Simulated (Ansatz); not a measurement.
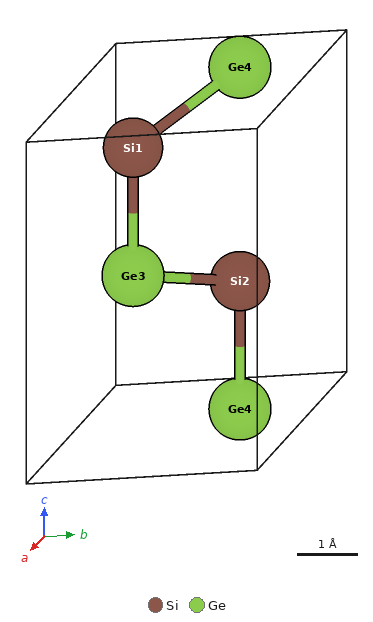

The input geometry (ball-and-stick view of the cell of the calculation, seen at an oblique angle; atoms are numbered from 1 in the order of the input). An atom can appear more than once, as a periodic image.

# Single-point calculation of GeSi

System: GeSi (4 atoms in the cell).
Method: DFT PBEsol, scalar-relativistic, plane waves, PAW, no spin polarisation (Ansatz 0.2.0).

The structure derives from a Materials Project entry. Figures and captions count atoms from 1; the log counts them from 0 in places.

Log:
```
Engine: ansatz 0.2.0, x86_64-unknown-linux-gnu
Pseudopotentials: kind: paw
Pseudopotential: Si, paw, valence charge 4, recommended cutoff 420 eV (normal), Si.paw.azcp
Pseudopotential: Ge, paw, valence charge 14, recommended cutoff 420 eV (normal), Ge.paw.azcp
Functional definition: PBEsol
  exchange = pbesol_x
  correlation = pbesol_c
Crystal: 4 atoms, lattice volume = 85.165 Å³
Basis set: ecut = 420 eV, 1689 PW (Γ), exchange–correlation on 54×54×90 points (8 copies of the dense FFT grid, shifted against one another)
Bands: 22, of which v1, the nominal top of the filled ones, is band 18 counted from 1 (17 counted from 0)
Symmetry: 12 space group operations
Space group: P63mc (ITA 186), of the structure as read, at distance tolerance 4.4e-5 Å
k-points: 76 of 864 (time reversal used)
Non-local potential: Si, projectors of the file, l = 0: 2, l = 1: 2, l = 2: 2
Non-local potential: Ge, projectors of the file, l = 0: 2, l = 1: 2, l = 2: 3, l = 3: 1
PAW form: soft (Blöchl's): semilocal exchange-correlation on the pseudo side does not see the compensation charge
PAW frozen core: Si, regenerated for the run's functional, and the local potential with it (the file was generated under x = pbe(κ = 0.804, μ = 0.2195149727645171), c = pbe(β = 0.06672455060314922))
PAW frozen core: Ge, regenerated for the run's functional, and the local potential with it (the file was generated under x = pbe(κ = 0.804, μ = 0.2195149727645171), c = pbe(β = 0.06672455060314922))
PAW one-centre angular grid: Si, 110 points (default); XC on 64 Gauss nodes
PAW one-centre angular grid: Ge, 590 points (default); XC on 64 Gauss nodes
Initial density: superposition of atomic densities (neutral atoms: chi_scale 0, normalization atom), corrected by the library's trained network
Initial wavefunctions: pseudopotential atomic-orbital guess
Functional: x = pbesol(κ = 0.804, μ = 0.12345679012345678), c = pbesol(β = 0.046)
SCF iter   1: F=—  HF=-9749.869299 eV  |F-HF|=—  |Δ(HF+E_count)|=         —  Δρ=2.65e-3  dr2=7.15e-3  ethr=1.77e-3  ⟨swp⟩=6.1  Hψ=8109  notcnv=0
preconditioner: auto → Resta (q_TF=auto, 2.364 Å⁻¹)  ε∞=5.0  [insulator: Δε(μ)=0.338 eV  Ē_g=8.033 eV  σ=0.030 eV  W_gap=1.00  n_scr=22 (ndim 8)  ℏωp=16.1 eV  f_vac=0.013  D(μ)=0.00/eV (n_scr^D=0)  ε∞_Penn≈5.0]
SCF iter   2: F=—  HF=-9749.866513 eV  |F-HF|=—  |Δ(HF+E_count)|=   2.79e-3  Δρ=1.61e-3  dr2=2.64e-3  ethr=1.99e-5  ⟨swp⟩=1.6  Hψ=2439  notcnv=0
SCF iter   3: F=—  HF=-9749.866143 eV  |F-HF|=—  |Δ(HF+E_count)|=   3.70e-4  Δρ=6.35e-4  dr2=1.46e-4  ethr=7.34e-6  ⟨swp⟩=2.0  Hψ=3049  notcnv=0
SCF iter   4: F=—  HF=-9749.865975 eV  |F-HF|=—  |Δ(HF+E_count)|=   1.69e-4  Δρ=1.94e-4  dr2=3.44e-5  ethr=4.04e-7  ⟨swp⟩=2.0  Hψ=2647  notcnv=0
SCF iter   5: F=—  HF=-9749.865968 eV  |F-HF|=—  |Δ(HF+E_count)|=   6.44e-6  Δρ=5.55e-5  dr2=3.59e-6  ethr=9.57e-8  ⟨swp⟩=3.0  Hψ=3114  notcnv=0
SCF iter   6: F=—  HF=-9749.865970 eV  |F-HF|=—  |Δ(HF+E_count)|=   1.29e-6  Δρ=1.37e-5  dr2=1.58e-7  ethr=9.96e-9  ⟨swp⟩=2.0  Hψ=3011  notcnv=0
SCF iter   7: F=-9749.865970 eV  HF=-9749.865970 eV  |F-HF|=1.18e-8  |Δ(HF+E_count)|=   2.41e-7  Δρ=6.37e-6  dr2=1.80e-8  ethr=2.78e-10  ⟨swp⟩=9.5  Hψ=11170  notcnv=0
SCF 1 converged in 7 iterations: F = -9749.865970 eV  dr2 = 1.80e-8
  greatest PAW one-centre occupation: 0.998 electrons in one spin orbital (limit 2), on the Ge atom at site 2 (counted from 0), in its partial waves of l = 2
SCF converged after 7 iterations
Free energy (F): -9749.865970 eV
Harris-Foulkes:  -9749.865970 eV  (|F-HF|=1.18e-8)
Internal energy: -9749.865970 eV  (E = F + TS)
E sigma→0 (E₀):  -9749.865970 eV
Fermi energy:    7.784646 eV
--- Per-component energies (eV) ---
  E_band       = -306.540379
  E_kinetic    = 303.604795
  E_local      = -5305.755521  (includes V_loc(G=0)·N_el)
  E_nonlocal   = 893.257544
  E_hartree    = 2329.595239
  E_xc         = -259.289124
  E_vxc        = -223.169718  (∫ρ·V_xc dr)
  E_paw        = -4957.109901  (= ΣΔE_a)
  E_vpaw       = -633.677335  (= ΣTr[D̂ρ^β])
  E_aug_tail   = 0.000651  (compensation charges beyond the density's cutoff)
  E_ewald      = -2756.068646
  E_core_change = 1.898994  (= ΣΔE_core)
  E_smearing   = -0.000000  (= −TS)
  E_closure    = 0.000000  (closes the sum)
  Σ components = -9749.865970   (vs F -9749.865970, Δ=0.00e0)
--- Forces (eV/Å), atoms counted from 1 ---
  atom   1  Si    -0.00000000    -0.00000000    -0.01062383
  atom   2  Si    -0.00000000     0.00000000    -0.01062383
  atom   3  Ge     0.00000000    -0.00000000     0.01062545
  atom   4  Ge    -0.00000000     0.00000000     0.01062545
  max |Σ_I F_I| component: 3.23e-6 eV/Å
--- Stress (GPa, compression-positive) ---
       -0.227918       0.000000       0.000000
       -0.000000      -0.227918       0.000000
        0.000000       0.000000      -0.290319
  P = ⅓ Tr σ = -0.2487 GPa (-2.487 kbar)
--- Band table (eV; the first three rows and the last of 76) ---
  k-point 0: bands = ["-16.9558", "-16.9558", "-16.9527", "-16.9527", "-16.9499", "-16.9499", "-16.9274", "-16.9274", "-16.9235", "-16.9235", "-5.0417", "-2.8904", "0.1255", "6.0306", "6.0306", "7.2997", "7.6081", "7.6081", "8.0053", "9.0586", "9.6421", "9.6421"]
  k-point 1: bands = ["-16.9558", "-16.9558", "-16.9525", "-16.9525", "-16.9501", "-16.9501", "-16.9271", "-16.9271", "-16.9238", "-16.9238", "-4.9549", "-3.1779", "0.5854", "6.1030", "6.1030", "6.2037", "7.4329", "7.4329", "8.0966", "9.8079", "9.8079", "9.8181"]
  k-point 2: bands = ["-16.9558", "-16.9558", "-16.9521", "-16.9521", "-16.9507", "-16.9507", "-16.9264", "-16.9264", "-16.9244", "-16.9244", "-4.6975", "-3.7413", "1.6618", "4.5932", "6.3143", "6.3143", "7.0495", "7.0495", "8.3668", "9.3556", "10.1959", "10.1959"]
  k-point 75: bands = ["-16.9558", "-16.9558", "-16.9474", "-16.9474", "-16.9463", "-16.9463", "-16.9250", "-16.9250", "-16.9249", "-16.9249", "-1.8377", "-1.8377", "-0.1598", "-0.1598", "3.0821", "3.0821", "5.5120", "5.5120", "8.9406", "8.9406", "11.3172", "11.3172"]
```

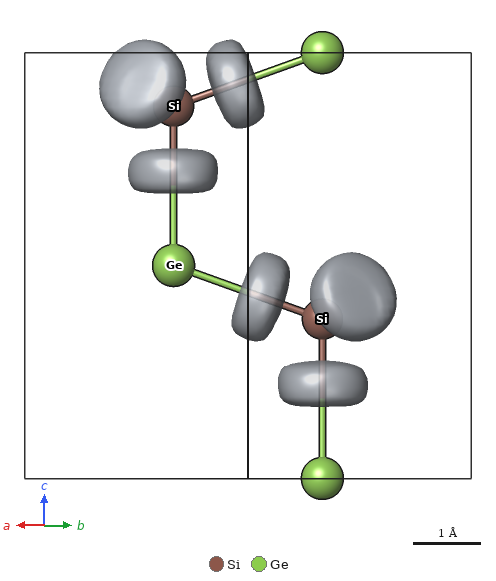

Isosurface of the electron localisation function at 0.75 (grey), seen along [110]. Only the valence region is drawn (cores and ρ < 0.01 e/Å³ removed). Sticks mark near contacts. The outline is the cell set on symmetry axes. The ELF exceeds this value in eight regions between bonded Ge–Si atoms (shared pairs), counted in one cell of 4 atoms. Core electrons are frozen (PAW), so the fields are smoothed inside the atomic spheres.

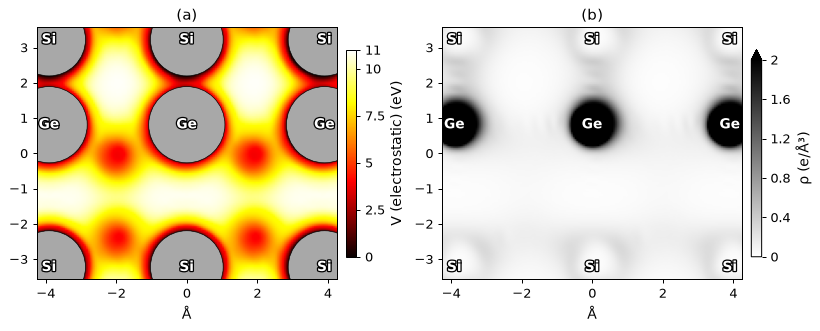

(a) electrostatic potential energy of an electron; (b) valence charge density (pseudo) on the (010) plane of the conventional cell. Grey discs, where drawn, cover atomic cores. Atoms in the plane: Si and Ge. Si–Ge (2.41 Å): the density is about 0.51 e/Å³ at the midpoint. Away from the nuclei the density in this plane falls to 0.03 e/Å³ at its lowest. Outside the cores the potential energy rises away from the atoms and is highest about 2.3 Å from the nearest atoms; outside the discs it spans about 10 eV, and its zero is arbitrary.

The run was set up as follows.

The input:
```yaml
crystal:
  lattice:
    - [3.9044512986, 0.0, 0.0]
    - [-1.9522256493, 3.3813540124, 0.0]
    - [0.0, 0.0, 6.450783]
  atoms:
    - { symbol: Si, position: [0.6666666667, 0.3333333333, 0.874607] }
    - { symbol: Si, position: [0.3333333333, 0.6666666667, 0.374607] }
    - { symbol: Ge, position: [0.6666666667, 0.3333333333, 0.500392] }
    - { symbol: Ge, position: [0.3333333333, 0.6666666667, 0.000392] }
basis:
  ecutwfc: 420
kpoints:
  mp_grid: { grid: [12, 12, 6] }
hamiltonian:
  xc: pbesol
scf:
  occupations: { method: gaussian, width: 0.03 }
output:
  forces: true
  stress: true
  eigenvalues: true
  write_density: true
  write_potential: true
  elf: true
  volumetric_format: npy
```

Run as:
```bash
ansatz run input.yaml --threads 1 --pin off --max-ram 2560MiB --backend cpu --events-out ev --progress --plain --runs-dir out
```

Summary:

- outcome: converged
- space group (tolerance 0.01 Å): P6₃mc (186)
- electrons treated: 36
- free energy: −9749.8660 eV
- Fermi energy: 7.785 eV
- gap on the k-point mesh: 0.35 eV
- pressure: −0.25 GPa
- largest force (length of the vector): 0.011 eV/Å
- hardware: 1 thread of Intel Xeon @ 2.50GHz (Skylake/Cascade Lake), 16 GiB of memory available, shared host
- wall time: 11 s
- peak memory: 0.5 GiB
